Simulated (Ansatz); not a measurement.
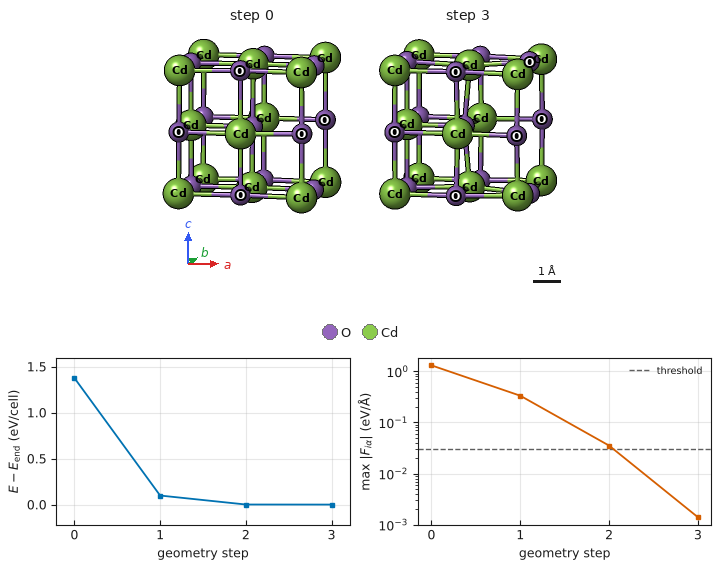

First and last geometry of a relaxation of a defect cell of composition O₃₂Cd₃₁ (cell charge −2), with the history of the run. The picture is a ball-and-stick view of the atoms within 4.2 Å of the atom that moves most (axes of the cell of the calculation (origin shifted)), seen slightly off an axis.

Theory: Ansatz, DFT, PBEsol, PAW, plane waves. Set-up: plane-wave cutoff 420 eV; k-point mesh 1 × 1 × 1; mesh shifted by (0.25, 0.25, 0.25); no spin polarisation; atoms relaxed in a fixed cell; force threshold 0.03 eV/Å; at most 80 steps.

Did the run converge, and what did it change?

Answer. It converged. The largest moves, 0.16 Å, are those of O atoms. By element the largest moves are O 0.16 Å, Cd 0.11 Å. The cell doesn't change. Near-neighbour distances that change, for instance: Cd–O 2.361 → 2.197 Å, Cd–O 2.410 → 2.305 Å, Cd–O 2.303 → 2.385 Å, Cd–O 2.321 → 2.396 Å. Bond angles that change, for instance: Cd–O–Cd 179.6° → 170.2°, Cd–O–Cd 178.5° → 170.2°, Cd–O–Cd 89.1° → 94.9°. The energy falls by 1.376 eV per cell of the calculation in 3 geometry steps. The largest force component goes from 1.3 to 0.0014 eV/Å. The run took 4.8 s on 1 × NVIDIA GB300 Max-Q with 8 threads of Arm Neoverse-V2, peak memory 2.1 GiB.

Limits of the set-up: the cell is charged, on a uniform background, and energies carry no finite-size correction.
